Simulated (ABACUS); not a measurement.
Band-structure run, with input and output: Mo

Mo (1 atom in the cell), computed with Kohn-Sham DFT of a periodic cell, revPBE, GBRV ultrasoft 1.5 PBE, no spin polarisation (ABACUS 3.10.1).

The structure derives from a Materials Project entry. It belongs to a series of runs on one base structure; here: bands on the converged density.

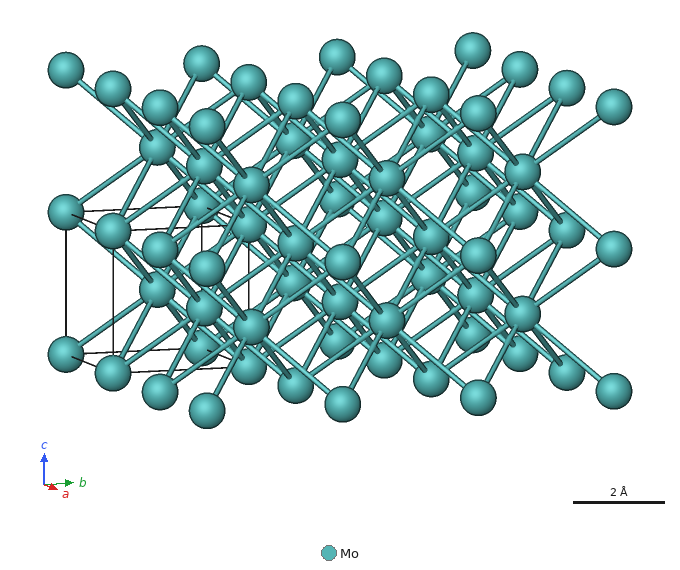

**Figure 1.** The input geometry (ball-and-stick view of the cell 2 times as large as that of the calculation, set on its symmetry axes, repeated 3 × 3 × 2, seen slightly off an axis). Near neighbours in the crystal (not all of them lie inside the picture): Mo has 8 Mo at 2.74 Å.

**Input file**
```
INPUT_PARAMETERS
suffix              Mo
calculation         nscf
basis_type          pw
pseudo_dir          ./
symmetry            -1
dft_functional      revpbe
ecutwfc             40.0
pseudo_rcut         10
nspin               1
nbands              17
ks_solver           dav
smearing_method     fd
smearing_sigma      0.00367493
scf_thr             1e-08
scf_nmax            100
mixing_type         broyden
mixing_beta         0.7
ecutrho             320.0
init_chg            file
pw_diag_thr         1e-07
out_band            1
kpar                4
```

**File STRU**
```
ATOMIC_SPECIES
Mo 95.9500 mo_pbe_v1.uspp.F.UPF

LATTICE_CONSTANT
1.8897261246

LATTICE_VECTORS
1.5838089719 1.5838089719 1.5838089719
-1.5838089719 1.5838089719 1.5838089719
-1.5838089719 -1.5838089719 1.5838089719

ATOMIC_POSITIONS
Direct

Mo
0.0
1
0.0000000000 0.0000000000 0.0000000000 1 1 1
```

**File KPT**
```
K_POINTS
8
Line
0.00000000 0.00000000 0.00000000 10 // G
-0.50000000 -0.50000000 -0.50000000 10 // H
0.00000000 0.00000000 -0.50000000 10 // N
0.00000000 0.00000000 0.00000000 10 // G
-0.25000000 0.25000000 -0.25000000 10 // P
-0.50000000 -0.50000000 -0.50000000 1 // H
-0.25000000 0.25000000 -0.25000000 10 // P
0.00000000 0.00000000 -0.50000000 1 // N
```

Run on 4 threads of Intel Xeon (Granite Rapids), 16 GiB of memory available, shared host.

Command:
```bash
OMP_NUM_THREADS=1 mpirun -np 4 abacus > log
```

**What the program printed**
```
ABACUS v3.10.1

               Atomic-orbital Based Ab-initio Computation at UStc

 ------------------------------------------------------------------------------------

 READING GENERAL INFORMATION
                           global_out_dir = OUT.Mo/
                           global_in_card = INPUT
                               pseudo_dir = ./
                              orbital_dir =
                                    DSIZE = 4
                                    GSIZE = 1

 READING UNITCELL INFORMATION
                                    ntype = 1
                  lattice constant (Bohr) = 1.88973
              lattice constant (Angstrom) = 1

 READING ATOM TYPE 1
                               atom label = Mo
                      L=0, number of zeta = 1
                      L=1, number of zeta = 1
                      L=2, number of zeta = 1
             number of atom for this type = 1

                        TOTAL ATOM NUMBER = 1
DIRECT COORDINATES
    atom                   x                   y                   z     mag                  vx                  vy                  vz
taud_Mo1            0.0000000000        0.0000000000        0.0000000000  0.0000        0.0000000000        0.0000000000        0.0000000000

                          Volume (Bohr^3) = 107.242
                             Volume (A^3) = 15.8916

 Lattice vectors: (Cartesian coordinate: in unit of a_0)
             +1.58381            +1.58381            +1.58381
             -1.58381            +1.58381            +1.58381
             -1.58381            -1.58381            +1.58381
 Reciprocal vectors: (Cartesian coordinate: in unit of 2 pi/a_0)
            +0.315695                  -0           +0.315695
            -0.315695           +0.315695                  -0
                   +0           -0.315695           +0.315695
 The esolver type has been set to : ksdft_pw

                PAO radial cut off (Bohr) = 10

 Read in pseudopotential file is mo_pbe_v1.uspp.F.UPF
                     pseudopotential type = US
          exchange-correlation functional = PBE
                 nonlocal core correction = 1
                        valence electrons = 14
                                     lmax = 2
                           number of zeta = 5
                     number of projectors = 6
                           L of projector = 0
                           L of projector = 0
                           L of projector = 1
                           L of projector = 1
                           L of projector = 2
                           L of projector = 2
 XC functional updated to : revpbe
          exchange-correlation functional = REVPBE
     initial pseudo atomic orbital number = 13

 SETUP THE ELECTRONS NUMBER
            electron number of element Mo = 14
      total electron number of element Mo = 14
            AUTOSET number of electrons:  = 14
                           occupied bands = 7
                                   NBANDS = 17
                                   NLOCAL = 9

%%%%%%%%%%%%%%%%%%%%%%%%%%%%%%%%%%%%%%%%%%%%%%%%%%%%%%%%%%%%%%%%%%%%%%%%%%%%%%%%%%%%%%%%%%%%%%%%%%%%%%%%%%
 Warning: the number of valence electrons in pseudopotential > 6 for Mo: [Kr] 4d5 5s1
 Pseudopotentials with additional electrons can yield (more) accurate outcomes, but may be less efficient.
 If you're confident that your chosen pseudopotential is appropriate, you can safely ignore this warning.
%%%%%%%%%%%%%%%%%%%%%%%%%%%%%%%%%%%%%%%%%%%%%%%%%%%%%%%%%%%%%%%%%%%%%%%%%%%%%%%%%%%%%%%%%%%%%%%%%%%%%%%%%%

 SETUP THE PLANE WAVE BASIS
 energy cutoff for charge/potential (unit:Ry) = 160
            fft grid for charge/potential = [ 24, 24, 24 ]
                        fft grid division = [ 1, 1, 1 ]
        big fft grid for charge/potential = [ 30, 30, 30 ]
                                     nbxx = 27000
                                     nrxx = 13824

 SETUP PLANE WAVES FOR CHARGE/POTENTIAL
                    number of plane waves = 3589
                         number of sticks = 321

 PARALLEL PW FOR CHARGE/POTENTIAL
     PROC   COLUMNS(POT)             PW
        1            321           3589
 --------------- sum -------------------
        1            321           3589
                            number of |g| = 68
                                  max |g| = 14.3515
                                  min |g| = 0

 energy cutoff for dense charge/potential (unit:Ry) = 320
      fft grid for dense charge/potential = [ 30, 30, 30 ]
                                     nrxx = 27000

 SETUP PLANE WAVES FOR dense CHARGE/POTENTIAL
                    number of plane waves = 10425
                         number of sticks = 645

 PARALLEL PW FOR dense CHARGE/POTENTIAL
     PROC   COLUMNS(POT)             PW
        1            645          10425
 --------------- sum -------------------
        1            645          10425
                            number of |g| = 135
                                  max |g| = 28.9023
                                  min |g| = 0

----------- Double Check Mixing Parameters Begin ------------
mixing_type: broyden
mixing_beta: 0.7
mixing_gg0: 1
mixing_gg0_min: 0.1
mixing_ndim: 8
----------- Double Check Mixing Parameters End ------------

 SETUP K-POINTS
                                    nspin = 1
                                   nkstot = 62
K-POINTS DIRECT COORDINATES
 KPOINTS    DIRECT_X    DIRECT_Y    DIRECT_Z  WEIGHT
       1  0.00000000  0.00000000  0.00000000  1.0000
       2 -0.05000000 -0.05000000 -0.05000000  1.0000
       3 -0.10000000 -0.10000000 -0.10000000  1.0000
       4 -0.15000000 -0.15000000 -0.15000000  1.0000
       5 -0.20000000 -0.20000000 -0.20000000  1.0000
       6 -0.25000000 -0.25000000 -0.25000000  1.0000
       7 -0.30000000 -0.30000000 -0.30000000  1.0000
       8 -0.35000000 -0.35000000 -0.35000000  1.0000
       9 -0.40000000 -0.40000000 -0.40000000  1.0000
      10 -0.45000000 -0.45000000 -0.45000000  1.0000
      11 -0.50000000 -0.50000000 -0.50000000  1.0000
      12 -0.45000000 -0.45000000 -0.50000000  1.0000
      13 -0.40000000 -0.40000000 -0.50000000  1.0000
      14 -0.35000000 -0.35000000 -0.50000000  1.0000
      15 -0.30000000 -0.30000000 -0.50000000  1.0000
      16 -0.25000000 -0.25000000 -0.50000000  1.0000
      17 -0.20000000 -0.20000000 -0.50000000  1.0000
      18 -0.15000000 -0.15000000 -0.50000000  1.0000
      19 -0.10000000 -0.10000000 -0.50000000  1.0000
      20 -0.05000000 -0.05000000 -0.50000000  1.0000
      21  0.00000000  0.00000000 -0.50000000  1.0000
      22  0.00000000  0.00000000 -0.45000000  1.0000
      23  0.00000000  0.00000000 -0.40000000  1.0000
      24  0.00000000  0.00000000 -0.35000000  1.0000
      25  0.00000000  0.00000000 -0.30000000  1.0000
      26  0.00000000  0.00000000 -0.25000000  1.0000
      27  0.00000000  0.00000000 -0.20000000  1.0000
      28  0.00000000  0.00000000 -0.15000000  1.0000
      29  0.00000000  0.00000000 -0.10000000  1.0000
      30  0.00000000  0.00000000 -0.05000000  1.0000
[... 32 further k points ...]

           k-point number in this process = 16
       minimum distributed K point number = 15

[... K-POINTS CARTESIAN COORDINATES: 16 rows ...]

[... K-POINTS DIRECT COORDINATES: 16 rows ...]

 SETUP PLANE WAVES FOR WAVE FUNCTIONS
     energy cutoff for wavefunc (unit:Ry) = 40
              fft grid for wave functions = [ 24, 24, 24 ]
                    number of plane waves = 683
                         number of sticks = 103

 PARALLEL PW FOR WAVE FUNCTIONS
     PROC   COLUMNS(POT)             PW
        1            103            683
 --------------- sum -------------------
        1            103            683

 SETUP NONLOCAL PSEUDOPOTENTIALS IN PLANE WAVE BASIS
 Mo non-local projectors:
 projector 1 L=0
 projector 2 L=0
 projector 3 L=1
 projector 4 L=1
 projector 5 L=2
 projector 6 L=2
      TOTAL NUMBER OF NONLOCAL PROJECTORS = 18

 Init Non-Local PseudoPotential table :
 Init Non-Local-Pseudopotential done.

                                     npwx = 470

 Make real space PAO into reciprocal space.
       max mesh points in Pseudopotential = 711
     dq(describe PAO in reciprocal space) = 0.01
                                    max q = 763

 number of pseudo atomic orbitals for Mo is 5
WARNING: norm of atomic wavefunction # 3 of atomic type Mo is 0.999994, renormalized
WARNING: norm of atomic wavefunction # 4 of atomic type Mo is 0.999746, renormalized
WARNING: norm of atomic wavefunction # 5 of atomic type Mo is 0.988774, renormalized

 -------------------------------------------
 NONSELF-CONSISTENT
 -------------------------------------------
                                 init_chg = file
 try to read charge from file
 Read in the charge density: OUT.Mo//Mo-CHARGE-DENSITY.restart

 PW ALGORITHM --------------- ION=   1  ELEC=   1--------------------------------
 k(1/62) Iter steps (avg)=11 threshold=1e-07
 k(2/62) Iter steps (avg)=14 threshold=1e-07
 k(3/62) Iter steps (avg)=13 threshold=1e-07
 k(4/62) Iter steps (avg)=18 threshold=1e-07
 k(5/62) Iter steps (avg)=12 threshold=1e-07
 k(6/62) Iter steps (avg)=11 threshold=1e-07
 k(7/62) Iter steps (avg)=20 threshold=1e-07
 k(8/62) Iter steps (avg)=12 threshold=1e-07
 k(9/62) Iter steps (avg)=13 threshold=1e-07
 k(10/62) Iter steps (avg)=19 threshold=1e-07
 k(11/62) Iter steps (avg)=12 threshold=1e-07
 k(12/62) Iter steps (avg)=29 threshold=1e-07
 k(13/62) Iter steps (avg)=20 threshold=1e-07
 k(14/62) Iter steps (avg)=16 threshold=1e-07
 k(15/62) Iter steps (avg)=12 threshold=1e-07
 k(16/62) Iter steps (avg)=14 threshold=1e-07
[... levels at 16 k points of this process ...]

 Density error is 0.00000000000
                          Error Threshold = 1.00000000000e-07
----------------------------------------------------------
     Energy           Rydberg                 eV
----------------------------------------------------------
 E_KohnSham     -139.4114506215      -1896.7900948982
 E_KS(sigma->0) -139.4112281741      -1896.7870683456
 E_Harris       -139.4114506215      -1896.7900948982
 E_band         -4.1779333322        -56.8436991820
 E_one_elec     -18.8532036777       -256.5109955713
 E_Hartree      17.9774703974        244.5960330312
 E_xc           -19.3742213339       -263.5998044546
 E_Ewald        -119.1610511124      -1621.2692747984
 E_entropy(-TS) -0.0004448949        -0.0060531052
 E_descf        0.0000000000         0.0000000000
 E_exx          0.0000000000         0.0000000000
 E_Fermi        1.5687602524         21.3440782291
----------------------------------------------------------

 charge density convergence is achieved
 final etot is -1896.7900949 eV
 EFERMI = 21.344078229 eV

 STATE ENERGY(eV) AND OCCUPATIONS    NSPIN == 1
 1/16 kpoint (Cartesian) = 0.0000 0.0000 0.0000 (459 pws)
       1       -40.3100      0.0322581
       2       -13.6015      0.0322581
       3       -13.6015      0.0322581
       4       -13.6015      0.0322581
       5        13.8460      0.0322581
       6        19.6967      0.0322581
       7        19.6967      0.0322581
       8        19.6967      0.0322581
       9        22.6583    1.24057e-13
      10        22.6583    1.24056e-13
      11        35.7531        0.00000
      12        35.7531        0.00000
      13        35.7531        0.00000
      14        47.0355        0.00000
      15        47.0355        0.00000
      16        50.3770        0.00000
      17        50.3770        0.00000

 2/16 kpoint (Cartesian) = 0.0000 0.0000 -0.031569 (446 pws)
       1       -40.2982      0.0322581
       2       -13.6492      0.0322581
       3       -13.6230      0.0322581
       4       -13.6230      0.0322581
       5        14.0630      0.0322581
       6        19.6829      0.0322581
       7        19.6829      0.0322581
       8        19.7919      0.0322581
       9        22.3740    3.65119e-11
      10        22.7578    1.69427e-14
      11        35.9837        0.00000
      12        36.1146        0.00000
      13        36.1146        0.00000
      14        44.8138        0.00000
      15        47.4323        0.00000
      16        50.1168        0.00000
      17        50.1168        0.00000

 3/16 kpoint (Cartesian) = 0.0000 0.0000 -0.063139 (458 pws)
       1       -40.2645      0.0322581
       2       -13.7794      0.0322581
       3       -13.6856      0.0322581
       4       -13.6856      0.0322581
       5        14.6776      0.0322581
       6        19.6732      0.0322581
       7        19.6732      0.0322581
       8        20.0736      0.0322581
       9        21.6188    0.000131896
      10        23.0364    6.45177e-17
      11        36.5791        0.00000
      12        37.1361        0.00000
      13        37.1361        0.00000
      14        41.6138        0.00000
      15        48.6126        0.00000
      16        49.1132        0.00000
      17        49.1132        0.00000

 4/16 kpoint (Cartesian) = 0.0000 0.0000 -0.094708 (458 pws)
       1       -40.2132      0.0322581
       2       -13.9590      0.0322581
       3       -13.7840      0.0322581
       4       -13.7840      0.0322581
       5        15.5781      0.0322581
       6        19.7425      0.0322581
       7        19.7425      0.0322581
       8        20.5310      0.0322581
       9        20.5969      0.0322581
      10        23.4330    2.31508e-20
      11        37.3542        0.00000
      12        38.6017        0.00000
      13        38.6017        0.00000
      14        38.8234        0.00000
      15        47.3513        0.00000
      16        47.3513        0.00000
      17        50.5295        0.00000

 5/16 kpoint (Cartesian) = 0.0000 0.0000 -0.12628 (450 pws)
       1       -40.1506      0.0322581
       2       -14.1474      0.0322581
       3       -13.9093      0.0322581
       4       -13.9093      0.0322581
       5        16.5596      0.0322581
       6        19.4934      0.0322581
       7        19.9705      0.0322581
       8        19.9705      0.0322581
       9        21.1440      0.0316793
      10        23.8683    3.83628e-24
      11        36.8791        0.00000
      12        38.1736        0.00000
      13        39.8510        0.00000
      14        39.8510        0.00000
      15        45.8082        0.00000
      16        45.8082        0.00000
      17        51.2993        0.00000

 6/16 kpoint (Cartesian) = 0.0000 0.0000 -0.15785 (458 pws)
       1       -40.0840      0.0322581
       2       -14.3096      0.0322581
       3       -14.0500      0.0322581
       4       -14.0500      0.0322581
       5        17.2961      0.0322581
       6        18.4351      0.0322581
       7        20.4157      0.0322581
       8        20.4157      0.0322581
       9        21.8799    7.15430e-07
      10        24.3687    1.72509e-28
      11        36.0803        0.00000
      12        38.9710        0.00000
      13        39.3168        0.00000
      14        39.3168        0.00000
      15        46.3088        0.00000
      16        46.3088        0.00000
      17        49.5643        0.00000

[... levels at 10 further k points ...]

 --------------------------------------------
 !FINAL_ETOT_IS -1896.790094898178 eV
 --------------------------------------------

 Output bands in file: OUT.Mo/BANDS_1.dat
```

**Standard output**
```
ABACUS v3.10.1

               Atomic-orbital Based Ab-initio Computation at UStc

 dft_functional readin is: revpbe
 dft_functional in pseudopot file is: PBE
 Please make sure this is what you need

%%%%%%%%%%%%%%%%%%%%%%%%%%%%%%%%%%%%%%%%%%%%%%%%%%%%%%%%%%%%%%%%%%%%%%%%%%%%%%%%%%%%%%%%%%%%%%%%%%%%%%%%%
 Warning: the number of valence electrons in pseudopotential > 6 for Mo: [Kr] 4d5 5s1
 Pseudopotentials with additional electrons can yield (more) accurate outcomes, but may be less efficient.
 If you're confident that your chosen pseudopotential is appropriate, you can safely ignore this warning.
%%%%%%%%%%%%%%%%%%%%%%%%%%%%%%%%%%%%%%%%%%%%%%%%%%%%%%%%%%%%%%%%%%%%%%%%%%%%%%%%%%%%%%%%%%%%%%%%%%%%%%%%%

 UNIFORM GRID DIM        : 24 * 24 * 24
 UNIFORM GRID DIM(BIG)   : 30 * 30 * 30
 UNIFORM GRID DIM(DENSE) : 30 * 30 * 30
 ---------------------------------------------------------
 ---------------------------------------------------------
 SPIN    KPOINTS         PROCESSORS  THREADS
 1       62              4           4
 ---------------------------------------------------------
 Use plane wave basis
 ---------------------------------------------------------
 ELEMENT NATOM       XC
 Mo      1
 ---------------------------------------------------------
 Initial plane wave basis and FFT box
 ---------------------------------------------------------
 -------------------------------------------
 NONSELF-CONSISTENT :
 -------------------------------------------
 START CHARGE      : file
 ITER       ETOT/eV          EDIFF/eV         DRHO     TIME/s
 DA1     -1.89679009e+03   0.00000000e+00   0.0000e+00   0.54
```

**Summary**

| quantity | value |
| --- | --- |
| outcome | converged |
| space group (tolerance 0.01 Å) | Im-3m (229) |
| electrons treated | 14 |
| Fermi energy of the self-consistent step | 21.120 eV |
| wall time | 1.2 s (CPU time 4.3 s) |
| peak memory | 0.36 GiB |
